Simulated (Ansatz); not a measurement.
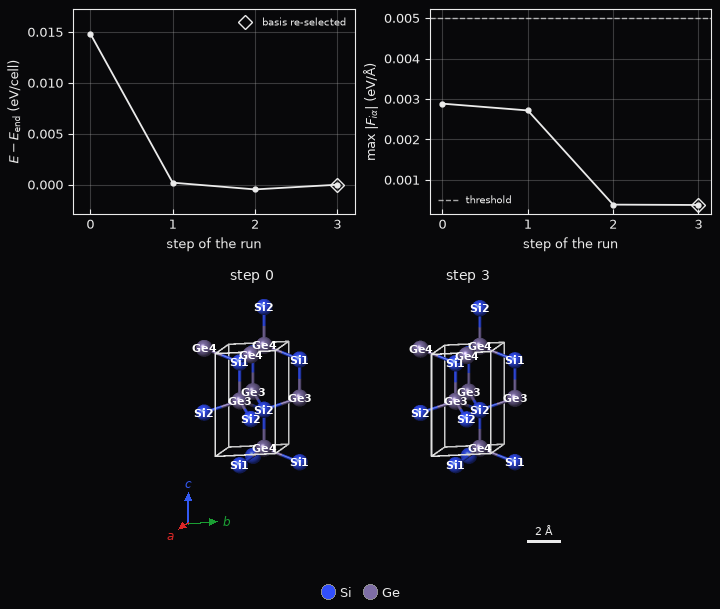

First and last geometry of a relaxation of crystalline SiGe (set up in P6_3mc), with the history of the run. A ball-and-stick model of the cell of the calculation, seen slightly off an axis.

Method: DFT LDA, scalar-relativistic, plane waves, PAW in Ansatz 0.2.0. Set-up: plane-wave cutoff 420 eV; k-point mesh 12 × 12 × 6; occupations gaussian; smearing width 0.02 eV; no spin polarisation; cell and atoms relaxed; force threshold 0.005 eV/Å; at most 80 steps.

What do the curves and the structures tell?

Answer. It converged. The energy falls by 14.8 meV per cell of the calculation in 2 accepted moves (3 points after the start). The largest force component goes from 0.0029 to 0.00038 eV/Å. The pressure goes from −2.10 to 0.02 GPa. At 1 point the geometry stayed and the basis and grid were re-selected for the new cell (energy shift of 0.5 meV per cell of the calculation at most each time). The atoms keep their places relative to the cell (all moves are under 0.005 Å). The volume changes by −2.6 %, with a = b 3.904 → 3.870 Å (−0.9 %), c 6.451 → 6.395 Å (−0.9 %). Near-neighbour distances that change, for instance: Si1–Ge3 2.414 → 2.392 Å, Si1–Ge4 2.396 → 2.375 Å. The space group stays P6_3mc (No. 186). Cost: 25 s on 1 thread of Intel(R) Xeon(R) 6975P-C (Granite Rapids), on a shared host, peak memory 0.44 GiB.
